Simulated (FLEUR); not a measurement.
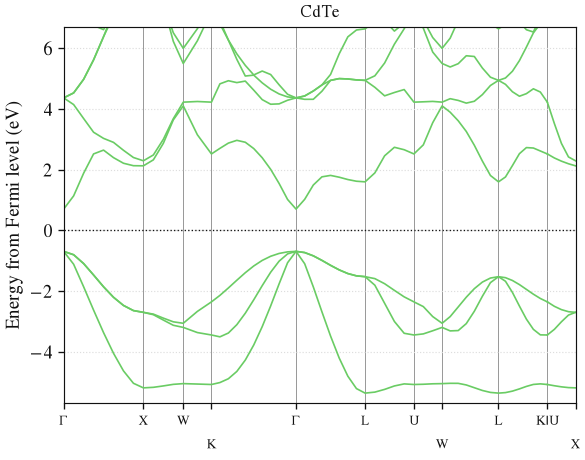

Band structure. Energies are counted from the Fermi level. The path has few k points, so lines between them are rough.

### What lattice type does the k path imply?

A face-centred cubic lattice: the path Γ–X–W–K–Γ–L–U–W–L–K|U–X runs through the special points of its Brillouin zone.

System: zincblende CdTe, space group F-43m, 2 atoms in the primitive cell.

```cif
data_structure
_symmetry_space_group_name_H-M 'F-43m'
_symmetry_Int_Tables_number 216
_cell_length_a 6.4100
_cell_length_b 6.4100
_cell_length_c 6.4100
_cell_angle_alpha 90.000
_cell_angle_beta 90.000
_cell_angle_gamma 90.000
_cell_volume 263.37
loop_
_atom_site_label
_atom_site_type_symbol
_atom_site_symmetry_multiplicity
_atom_site_Wyckoff_symbol
_atom_site_fract_x
_atom_site_fract_y
_atom_site_fract_z
_atom_site_occupancy
Te1 Te 4 c 0.25000 0.25000 0.25000 1
Cd1 Cd 4 a 0.00000 0.00000 0.00000 1
```

Level of theory: r2SCAN, all-electron, no spin polarisation, no spin-orbit coupling, 7×7×7 k mesh; code FLEUR MaX-R8.1 (later development tree).

### What does the band structure say about the gap?

The material is gapped. The gap along this path is 1.39 eV and direct: both edges lie at Γ.

### How much do the top valence band and the lowest conduction band disperse along the path?

The top valence band spans 2.4 eV and the lowest conduction band 3.4 eV.

### What are the direct gaps at X, K and U?

The direct gaps are 4.83 eV at X, 4.88 eV at K and 4.88 eV at U.

### How many bands meet at the valence-band top?

Three bands meet at the valence-band top at Γ: it is triply degenerate (spin aside).

The meta-GGA is that of a development version, with a GGA for the radial functions and cores and without core tails. Spin-orbit coupling is left out, which matters for Te. LDA, GGA and most meta-GGA functionals understate gaps.
